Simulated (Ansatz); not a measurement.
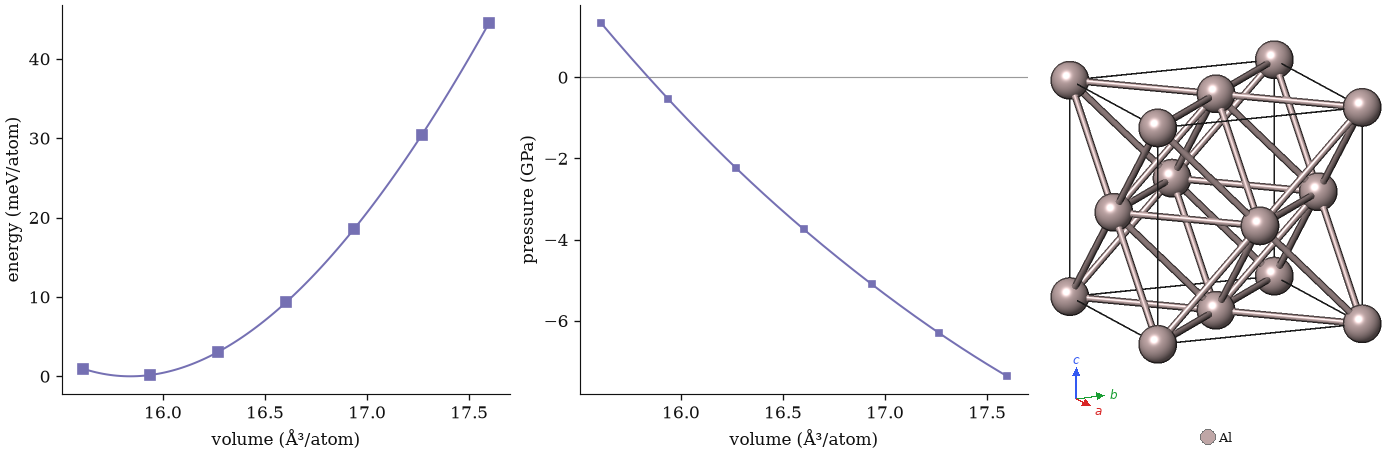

How it was computed, with Ansatz 0.2.0: plane-wave DFT, no spin polarisation; energies at scaled volumes of the given cell, shape and fractions fixed, counted from the fit's minimum, third-order Birch-Murnaghan fit. Level: PBEsol with D4.

```json
{"setting": "k mesh", "value": "11×11×11"}
{"setting": "occupations", "value": "Fermi–Dirac"}
{"setting": "smearing width", "value": "0.05 eV"}
{"setting": "potentials", "value": "Ansatz PAW"}
{"setting": "wave cutoff", "value": "420 eV"}
{"setting": "density cutoff", "value": "1680 eV"}
```

Cell as given: a = 2.864 Å, b = 2.864 Å, c = 2.864 Å, α = 60.00°, β = 60.00°, γ = 60.00°; 1 atom.

Figure. Energy and pressure against volume for Al, space group Fm-3m (No. 225). The conventional cell is drawn beside the plot.

A third-order Birch–Murnaghan fit gives V0 = 15.84 Å³/atom, B0 = 88.5 GPa and B′ = 4.4. The energy is 0.97 meV/atom at volume 15.61 Å³/atom and 44.57 meV/atom at 17.60 Å³/atom; the lowest computed point is at volume 15.94 Å³/atom (0.17 meV/atom). The pressure falls from 1.35 GPa at volume 15.61 Å³/atom to −7.37 GPa at 17.60 Å³/atom, and changes sign near 15.84 Å³/atom.
